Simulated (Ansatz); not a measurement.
Run report: Ti, geometry relaxation

- system: Ti (1 atom in the cell)
- method: DFT, LDA, all-electron LAPW, scalar-relativistic, no spin polarisation (Ansatz 0.2.0)

It belongs to a series of runs on one base structure; here: fcc relaxed under pressure, LAPW. Figures and captions count atoms from 1; the log counts them from 0 in places.

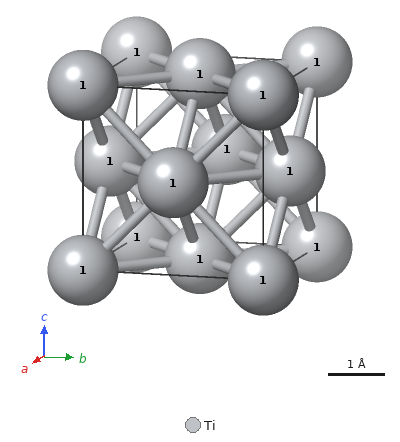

**Figure 1.** The input geometry (ball-and-stick view of the cell 4 times as large as that of the calculation, set on its symmetry axes, seen slightly off an axis; atoms are numbered from 1 in the order of the input). An atom can appear more than once, as a periodic image.

**Key numbers**

- outcome: converged
- space group (tolerance 0.01 Å): Fm-3m (225)
- electrons in bands (core shells apart): 20
- free energy: −23182.0501 eV
- Fermi energy: 26.014 eV
- pressure: 140.06 GPa
- final volume: 9.57 Å³
- largest force (length of the vector) at the end: under 0.001 eV/Å
- final cell: a = 2.383 Å, b = 2.383 Å, c = 2.383 Å, α = 60.00°, β = 60.00°, γ = 60.00°
- hardware: 1 thread of Arm Neoverse V1, 24 GiB of memory available, shared host
- wall time: 27 s
- peak memory: 0.38 GiB

**Notes**

The cell was relaxed to the target pressure of the input; what is minimised is then the enthalpy E + pV.

**The input**
```yaml
crystal:
  lattice:
    - [0.0, 1.6849314949, 1.6849314949]
    - [1.6849314949, 0.0, 1.6849314949]
    - [1.6849314949, 1.6849314949, 0.0]
  atoms:
    - { symbol: Ti, position: [0.0, 0.0, 0.0] }
kpoints:
  mp_grid: { grid: [19, 19, 19] }
scf:
  occupations: { method: fermi_dirac, width: 0.1 }
hamiltonian:
  xc: lda
  pseudopotentials: { kind: all_electron, lapw: { basis_error: 0.0005 } }
output:
  forces: true
  stress: true
  eigenvalues: true
relax:
  f_tol: 0.005
  max_steps: 12
  cell: { p_target: 140.0, stress_tol: 0.07 }
```

Run as:
```bash
ansatz run input.yaml --threads 1 --pin off --max-ram 3584MiB --backend cpu --events-out ev --progress --plain --runs-dir out
```

**What the program printed**
```
The last accepted step is kept in [file] (removed where the run ends without a failure and the disk answers)
LAPW: plane waves up to 9.874 Å⁻¹, error target 5.0e-4 eV per atom; small_component_spin mean_spin; Ti in spheres of 1.156 Å, 20 of its electrons in bands, Dirac shells [] (how accurate: hamiltonian.pseudopotentials.lapw.basis_error, Limitations)
Engine: ansatz 0.2.0, aarch64-unknown-linux-gnu
Pseudopotentials: kind: all_electron
Pseudopotential: Ti, LAPW, valence charge 20, lapw/all_electron/scalar/gaussian/Ti, Koelling and Harmon's equation, gaussian nucleus
Functional definition: SPW92
  exchange = slater_x
  correlation = pw_c
Crystal: 1 atoms, lattice volume = 9.567 Å³
Basis set: ecut = 371.4789256257859 eV, 169 PW (Γ), exchange–correlation at level 2
Bands: 14, of which v1, the nominal top of the filled ones, is band 10 counted from 1 (9 counted from 0)
Symmetry: 48 space group operations
Space group: Fm-3m (ITA 225), of the structure as read, at distance tolerance 2.1e-5 Å
k-points: 220 of 6859
Non-local potential: Ti, projectors of the file, none
Initial density: superposition of atomic densities (chi_scale 0.1, normalization cell)
Initial wavefunctions: plane waves of lowest kinetic energy (no species holds an atomic orbital)
Functional: x = slater, c = lda
iter 1 solved again at ethr=9.40e-5 eV; its pass at ethr=1.00e-1 eV (dr2=1.88e-2 eV) is discarded
SCF iter   1: F=—  HF=-23182.104339 eV  |F-HF|=—  |Δ(HF+E_count)|=         —  Δρ=2.07e-2  dr2=1.90e-2  ethr=9.40e-5  ⟨swp⟩=3.0  Hψ=20536  notcnv=0
preconditioner: auto → none  [metal: Δε(μ)=0.016 eV  Ē_g=24.897 eV  σ=0.100 eV  W_gap=0.04  n_scr=0 (ndim 8)  ℏωp=38.0 eV  f_vac=0.000  D(μ)=0.71/eV (n_scr^D=8)]
iter 2 solved again at ethr=4.32e-6 eV; its pass at ethr=9.40e-5 eV (dr2=8.63e-4 eV) is discarded
SCF iter   2: F=—  HF=-23182.047246 eV  |F-HF|=—  |Δ(HF+E_count)|=   5.71e-2  Δρ=5.05e-3  dr2=8.66e-4  ethr=4.32e-6  ⟨swp⟩=2.0  Hψ=16184  notcnv=0
SCF iter   3: F=—  HF=-23182.047070 eV  |F-HF|=—  |Δ(HF+E_count)|=   1.76e-4  Δρ=2.76e-3  dr2=2.69e-4  ethr=4.32e-6  ⟨swp⟩=2.0  Hψ=9119  notcnv=0
SCF iter   4: F=—  HF=-23182.047074 eV  |F-HF|=—  |Δ(HF+E_count)|=   4.30e-6  Δρ=1.08e-3  dr2=4.15e-5  ethr=1.35e-6  ⟨swp⟩=2.0  Hψ=9119  notcnv=0
SCF iter   5: F=—  HF=-23182.047073 eV  |F-HF|=—  |Δ(HF+E_count)|=   6.73e-7  Δρ=2.13e-4  dr2=1.60e-6  ethr=2.08e-7  ⟨swp⟩=2.0  Hψ=9119  notcnv=0
SCF iter   6: F=-23182.047073 eV  HF=-23182.047073 eV  |F-HF|=2.80e-10  |Δ(HF+E_count)|=   1.11e-8  Δρ=2.11e-5  dr2=1.56e-8  ethr=8.02e-9  ⟨swp⟩=2.0  Hψ=9119  notcnv=0
SCF 1 converged in 6 iterations: F = -23182.047073 eV  dr2 = 1.56e-8
relax step   1: F+E_penalty+E_count = -23182.04707325 eV  Δ(F+E_penalty+E_count) = +0.000e0 eV  max|allowed force component| = 0.000e0 eV/Å  Δτ_max = 0.0000 Å  P = +140.235 GPa  Ω = 9.567 Å³  (6 SCF iters, accepted)
Crystal: 1 atoms, lattice volume = 9.571 Å³
Basis set: ecut = 371.3886204639114 eV, 169 PW (Γ), exchange–correlation at level 2
Initial density: handed on by an earlier stage of this run
Initial wavefunctions: those handed on with the density
iter 1 solved again at ethr=1.25e-10 eV; its pass at ethr=1.00e-1 eV (dr2=2.49e-8 eV) is discarded
SCF iter   1: F=—  HF=-23182.050126 eV  |F-HF|=—  |Δ(HF+E_count)|=         —  Δρ=3.18e-5  dr2=4.08e-8  ethr=1.25e-10  ⟨swp⟩=4.4  Hψ=17456  notcnv=0
preconditioner: auto → none  [metal: Δε(μ)=0.024 eV  Ē_g=24.911 eV  σ=0.100 eV  W_gap=0.06  n_scr=0 (ndim 8)  ℏωp=38.0 eV  f_vac=0.000  D(μ)=0.73/eV (n_scr^D=8)]
SCF iter   2: F=-23182.050126 eV  HF=-23182.050126 eV  |F-HF|=1.54e-9  |Δ(HF+E_count)|=   1.71e-8  Δρ=1.32e-5  dr2=6.55e-9  ethr=1.25e-10  ⟨swp⟩=2.0  Hψ=9119  notcnv=0
SCF 2 converged in 2 iterations: F = -23182.050126 eV  dr2 = 6.55e-9
relax step   2: F+E_penalty+E_count = -23182.05012573 eV  Δ(F+E_penalty+E_count) = -3.052e-3 eV  max|allowed force component| = 0.000e0 eV/Å  Δτ_max = 0.0000 Å  P = +140.061 GPa  Ω = 9.571 Å³  (2 SCF iters, accepted)
iter 1 solved again at ethr=3.28e-11 eV; its pass at ethr=1.00e-1 eV (dr2=6.56e-9 eV) is discarded
SCF iter   1: F=—  HF=-23182.050126 eV  |F-HF|=—  |Δ(HF+E_count)|=         —  Δρ=1.32e-5  dr2=6.55e-9  ethr=3.28e-11  ⟨swp⟩=2.1  Hψ=14369  notcnv=0
SCF iter   2: F=-23182.050126 eV  HF=-23182.050126 eV  |F-HF|=2.15e-10  |Δ(HF+E_count)|=  8.00e-11  Δρ=6.58e-6  dr2=1.64e-9  ethr=3.28e-11  ⟨swp⟩=2.0  Hψ=9119  notcnv=0
SCF 3 converged in 2 iterations: F = -23182.050126 eV  dr2 = 1.64e-9
relax step   3: F+E_penalty+E_count = -23182.05012573 eV  Δ(F+E_penalty+E_count) = -1.783e-10 eV  max|allowed force component| = 0.000e0 eV/Å  Δτ_max = 0.0000 Å  P = +140.060 GPa  Ω = 9.571 Å³  stress off target by 6.04e-2 GPa  SCF on the basis re-selected at this cell (its energy is not comparable with the rows above)  (2 SCF iters)
```

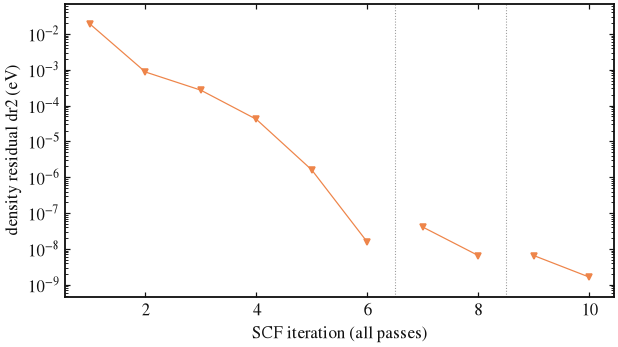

**Figure 2.** Convergence of the self-consistent field: density residual dr2 against the SCF iteration. The dotted lines part the SCF passes of the relaxation: geometry steps, rejected trials and re-solves on a re-selected basis. The passes take 6, 2 and 2 iterations.

```
basis re-selected at this cell: Δ(F+E_penalty+E_count) = -1.783e-10 eV, ΔP = -0.000 GPa vs the last step (what re-selecting the basis moved, after the strain that the cell walked since its last selection, with what the two solves' SCF thresholds leave and, on support functions, any second-order correction that the steps lacked; it is no measure of the basis error at this ecutwfc). This SCF's stress stands 6.04e-2 GPa from its target on what of the cell is left free (relax.cell.stress_tol is 7.00e-2 GPa) and its largest allowed force component is 0.00e0 eV/Å (relax.f_tol is 5.00e-3 eV/Å): within both
SCF converged after 2 iterations
Free energy (F): -23182.050126 eV
Harris-Foulkes:  -23182.050126 eV  (|F-HF|=2.15e-10)
Internal energy: -23182.026195 eV  (E = F + TS)
E sigma→0 (E₀):  -23182.038161 eV
Entropy (-TS):   -0.023930 eV (-23.930 meV/atom)
Fermi energy:    26.014234 eV
--- Per-component energies (eV) ---
  E_band       = -3459.925156
  E_kinetic    = 23417.695364
  E_xc         = -1106.709439
  E_electrostatic = -45493.012121  (all electrons and nuclei)
  E_smearing   = -0.023930  (= −TS)
  E_closure    = 0.000000  (closes the sum)
  E_atoms      = -23176.557099  (free atoms, spherical and without spin; not in F)
  Σ components = -23182.050126   (vs F -23182.050126, Δ=0.00e0)
  Basis errors (estimates in eV, not in F): energy 7.2e-5 per atom: plane waves 6.7e-5 (3.6e-5 summed), levels above the bands 4.7e-66, relativity 1.3e-8, radial functions 4.6e-6, core shells 6.8e-16; eigenvalues (radial functions only) 4.4e-7; not estimated: angular momenta, meshes, grids; target (lapw.basis_error) 5.0e-4; muffin-tin radii Ti 1.156 Å
--- Forces (eV/Å), atoms counted from 1 ---
  atom   1  Ti    -0.00000000    -0.00000000    -0.00000000
  max |Σ_I F_I| component: 4.93e-32 eV/Å
--- Stress (GPa, compression-positive) ---
      140.060411       0.000000      -0.000000
        0.000000     140.060411       0.000000
       -0.000000       0.000000     140.060411
  P = ⅓ Tr σ = 140.0604 GPa (1400.604 kbar)
--- Band table (eV; the first three rows and the last of 220) ---
  k-point 0: bands = ["-501.2129", "-409.7079", "-409.7079", "-409.7079", "-30.1774", "-4.3114", "-4.3114", "-4.3114", "20.1345", "26.7810", "26.7810", "26.7810", "30.3043", "30.3043"]
  k-point 1: bands = ["-501.2129", "-409.7079", "-409.7079", "-409.7079", "-30.1490", "-4.4270", "-4.3238", "-4.3238", "20.3006", "26.6660", "26.8514", "26.8514", "30.2448", "30.2448"]
  k-point 2: bands = ["-501.2129", "-409.7079", "-409.7079", "-409.7079", "-30.0660", "-4.7564", "-4.3597", "-4.3597", "20.7658", "26.3753", "27.0370", "27.0370", "30.1044", "30.1044"]
  k-point 219: bands = ["-501.2129", "-409.7079", "-409.7079", "-409.7079", "-28.6459", "-6.8778", "-6.7338", "-5.7108", "22.5921", "25.0790", "25.8202", "29.5174", "33.3326", "41.7937"]
--- Relaxed structure (2 steps of the walk, 2 accepted, 1 SCFs on fresh bases) ---
  F+E_penalty+E_count = -23182.05012573 eV   max|allowed force component| = 0.000e0 eV/Å   (the final SCF, on the basis selected at the relaxed cell)
  cell:  # Å, volume = 9.5705 Å³
    - [4.776911280839615e-35, 1.685136332574909, 1.685136332574909]
    - [1.685136332574909, 7.006136545231436e-35, 1.685136332574909]
    - [1.685136332574909, 1.685136332574909, -9.553822561679228e-36]
  atoms:
    - { symbol: Ti, position: [0.0, 0.0, 0.0] }
```

**Trajectory as extended XYZ (Å, eV, eV/Å), 3 frames, from step=1 to step=3**
```
1
Lattice="0.0000 1.6849 1.6849 1.6849 0.0000 1.6849 1.6849 1.6849 0.0000" Properties=species:S:1:pos:R:3:forces:R:3 step=1 energy=-23182.04707 pressure_GPa=140.23
Ti    0.0000    0.0000    0.0000    0.0000   0.0000   0.0000
1
Lattice="0.0000 1.6851 1.6851 1.6851 0.0000 1.6851 1.6851 1.6851 0.0000" Properties=species:S:1:pos:R:3:forces:R:3 step=2 energy=-23182.05013 pressure_GPa=140.06
Ti    0.0000    0.0000    0.0000    0.0000   0.0000   0.0000
1
Lattice="0.0000 1.6851 1.6851 1.6851 0.0000 1.6851 1.6851 1.6851 0.0000" Properties=species:S:1:pos:R:3:forces:R:3 step=3 energy=-23182.05013 pressure_GPa=140.06
Ti    0.0000    0.0000    0.0000    0.0000   0.0000   0.0000
```
